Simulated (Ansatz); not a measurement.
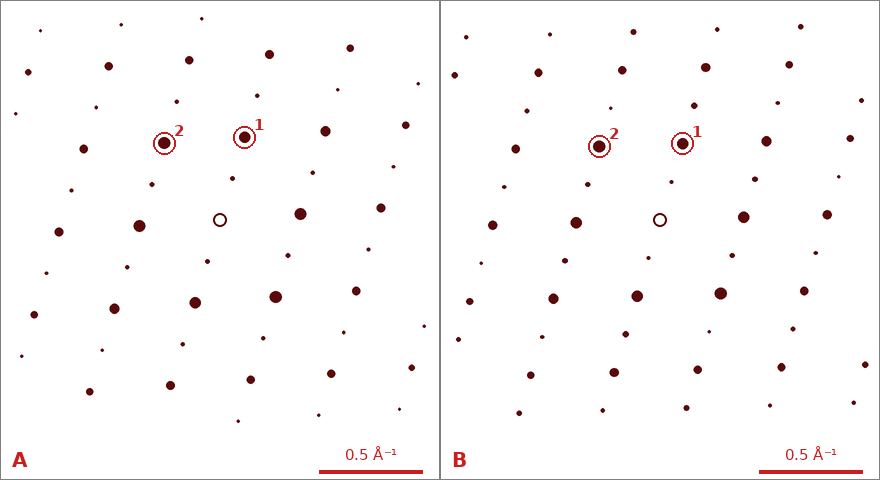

Kinematic electron diffraction patterns (300 kV, B = 0.5 Å², same scale) along [1-10] of the run's own cell, for the start and the end of one relaxation of Ta2N with DFT r2SCAN, scalar-relativistic, plane waves, PAW in Ansatz. k mesh 18×18×18. The start is a generated model structure, and the relaxation ends in the nearest stationary point of its symmetry, not necessarily the ground state. Spot 1 is -2 -2 -2 and spot 2 is -1 -1 -2 in both.

Start structure:

```
CELL_PARAMETERS angstrom
1.57304 0.90820 4.75099
-1.57304 0.90820 4.75099
0.00000 -1.81639 4.75099
ATOMIC_POSITIONS crystal
Ta 0.75000 0.75000 0.75000
Ta 0.25000 0.25000 0.25000
N 0.00000 0.00000 0.00000
```

Q: Which pattern belongs to the start structure, and which to the relaxed one?

A: A is the start: its cell gives d(1) = 2.375 Å, d(2) = 2.164 Å and an angle of 52.6°. B is the relaxed structure, with d(1) = 2.581 Å (+8.6 %), d(2) = 2.152 Å (-0.6 %) and 56.2°.

Q: Summarise the relaxation behind the change.

A: The volume changed by -1.9 % to 13.32 Å³ an atom; with the mean shift removed, the atoms moved by up to 0.06 Å relative to the cell (Ta most); the space group stayed R-3m (No. 166); the free energy fell by 83 meV an atom. Relaxed cell: a = 5.443 Å, b = 5.443 Å, c = 5.443 Å, α = 31.88°, β = 31.88°, γ = 31.88°.
